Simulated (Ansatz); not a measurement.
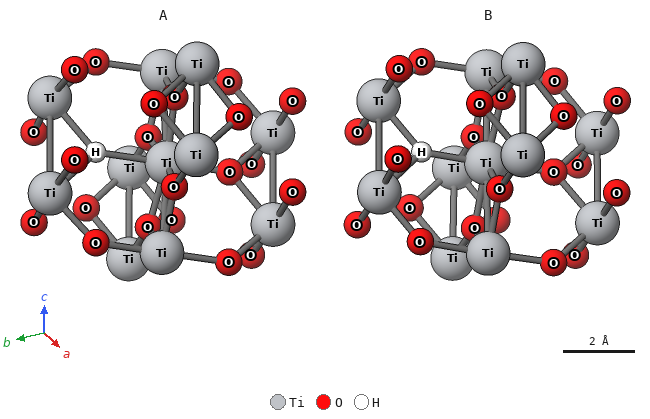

Two geometries of a defect cell of composition Ti24O47H (cell charge +1), drawn at one scale. One is the start of a relaxation, the other its converged end. A ball-and-stick model of the atoms within 4.2 Å of the atom that moves most (axes of the cell of the calculation (origin shifted)), seen from a free direction.

Computed with DFT, PBEsol, PAW, plane waves (Ansatz). Set-up: plane-wave cutoff 420 eV; k-point mesh 1 × 1 × 1; mesh shifted by (0.25, 0.25, 0.25); no spin polarisation; atoms relaxed in a fixed cell; force threshold 0.03 eV/Å; at most 80 steps.

Which geometry has the lower energy?

Structure A is the relaxed one. The atoms of the start lie slightly off their symmetric places, so part of the fall in energy undoes that. Over 7 geometry steps the energy falls by 1.247 eV per cell of the calculation. Largest force component: 2.3 eV/Å at the start, 0.03 eV/Å at the end. A Ti atom moves most: 0.16 Å roughly along [2 −3 0]. By element the largest moves are Ti 0.16 Å, O 0.08 Å, H 0.04 Å. The lattice vectors keep their values. Among the contacts that change: H–Ti 1.935 → 2.118 Å, O–Ti 2.013 → 1.864 Å, H–Ti 1.930 → 2.061 Å, Ti–Ti 2.957 → 3.086 Å. Among the angles between lasting bonds that change: Ti–H–Ti 128.7° → 131.5°. Cost: 5.6 s on 1 × NVIDIA GB200 with 8 threads of Arm Neoverse-V2, peak memory 1.8 GiB.

Limits of the set-up: the cell is charged, on a uniform background, and energies carry no finite-size correction.
